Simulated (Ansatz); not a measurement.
System: antifluorite-type Be2C, space group Fm-3m, 3 atoms in the primitive cell, in a cell relaxed beforehand; cubic a = 4.321 Å. Here the cell is stretched along z by ±0.5 %, with x and y held, and the atoms are carried along without relaxing. Method: r2SCAN, Ansatz PAW set, no spin polarisation, no spin-orbit coupling, 8×8×8 k mesh, 500 eV cutoff, fixed occupations (Ansatz 0.2.0).

Unstrained, the conduction levels that are followed lie 1.53 eV (X) above the valence top at Γ.

Q: How will the band edges respond?

A: For each 1 % of strain: +92 meV at X [001] and −54 meV at X [100]/[010]. For the X valleys E[001] − E[100] = Ξu (εzz − εxx), and the splitting is +145 meV for 1 %, so Ξu = 14.5 eV. The threefold valence top splits at 86 meV for each 1 % of strain; under tension the single level lies below the pair. With E(single) − E(pair) = 3b (εzz − εxx), b = −2.86 eV.

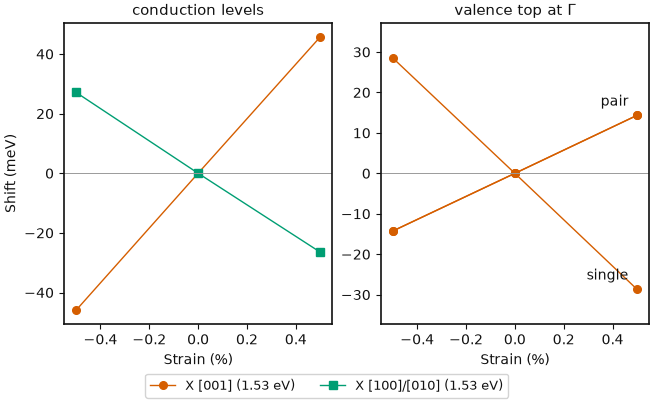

Shifts of the lowest conduction level at the points named, against the centre of the valence top at Γ (unstrained energies in the legend), and the splitting of that top about its centre. Directions are on the cubic axes. The lowest empty level at Γ is degenerate or close to the next one, and isn't followed.

The PAW data sets were made with another functional. LDA, GGA and most meta-GGA functionals understate gaps. Spin-orbit coupling, left out here, splits this threefold top even without strain.
